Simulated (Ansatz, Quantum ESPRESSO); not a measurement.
# Are band offsets transitive? CdS, GaAs and ZnSe

Method. Quantum ESPRESSO 7.5, LDA with GBRV files. Each pair is a 5 + 5 layer (110) superlattice with atoms on ideal cubic sites at the pair's mean lattice constant; bulk valence tops are placed on the mean potential of each half. An offset X/Y is the valence top of Y less that of X.

```tsv
interface	a (Å)	valence offset (eV)
CdS/GaAs	5.728	+0.839
GaAs/ZnSe	5.63	−0.889
```

**Question.** What is the offset CdS/ZnSe, computed at a = 5.723 Å?

By hand: If offsets were properties of the bulk crystals alone, they would add: +0.839 + (−0.889) = −0.050 eV.

**The withheld run.** −0.050 eV; the sum misses by 0.000 eV. The rule holds within 0.05 eV. The three lattice constants differ by up to 1.7 %, so strain shifts of the valence tops enter the miss along with interface dipoles.

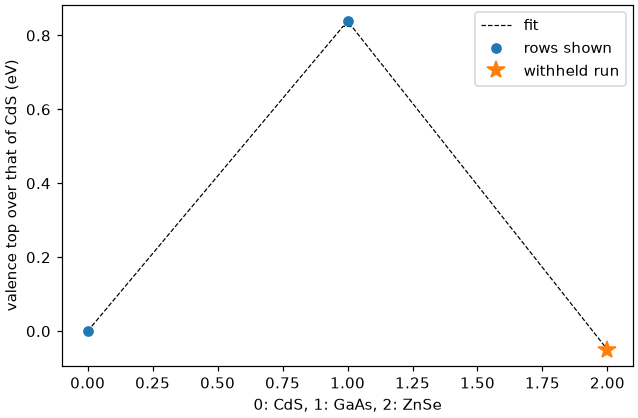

The rows shown, the fit and the withheld run.

Caveats: No interface relaxation, no spin-orbit coupling, thickness untested.

[Logs are printed without paths, hosts, clocks, repeated set-up lines and the standing remarks that a program may print on its own settings, such as how far it seeks lower states.]
